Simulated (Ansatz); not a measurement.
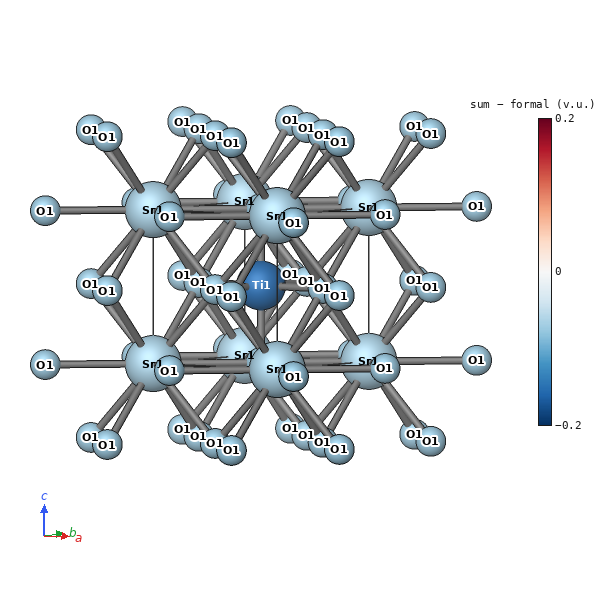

Atoms of SrTiO₃ (Pm-3m, No. 221) coloured by their computed bond-valence sum less the size of their formal valence (view from a free direction).

Bond valence s = exp((R0 − d)/b), R0 fitted to published crystal structures with b = 0.37 Å, summed over all anions within 5 Å; R0 in Å: Sr2+–O 2.105; Ti4+–O 1.801.

The cell is taken from the geometry relaxed with Ansatz, DFT, PBE, plane waves, PAW; the starting structure was generated, so it need not be a known form of this composition.

```yaml
crystal:
  lattice:
    - [3.93643, 0.00000, 0.00000]
    - [0.00000, 3.93643, 0.00000]
    - [0.00000, 0.00000, 3.93643]
  atoms:
    - { symbol: Sr, position: [0.00000, 0.00000, 0.00000] }
    - { symbol: Ti, position: [0.50000, 0.50000, 0.50000] }
    - { symbol: O, position: [0.50000, 0.50000, 0.00000] }
    - { symbol: O, position: [0.50000, 0.00000, 0.50000] }
    - { symbol: O, position: [0.00000, 0.50000, 0.50000] }
```

Site labels: Sr1 at 0.000, 0.000, 0.000; Ti1 at 0.500, 0.500, 0.500; O1 at 0.500, 0.500, 0.000.

**Which site departs most from its formal valence?**

Ti1, whose sum is 3.84 against 4: by this sum it is underbonded.

**Give the sums of all sites.**

| site | x, y, z | formal valence | bond-valence sum | difference |
| --- | --- | --- | --- | --- |
| Sr1 | 0.000, 0.000, 0.000 | +2 | 1.93 | -0.07 |
| Ti1 | 0.500, 0.500, 0.500 | +4 | 3.84 | -0.16 |
| O1 | 0.500, 0.500, 0.000 | −2 | 1.92 | -0.08 |

**Is the structure strained by this measure?**

The global instability index (root mean square of the differences over all atoms) is 0.10 v.u.: little strain. Cells relaxed with PBE tend to have slightly long bonds, which lowers the sums.
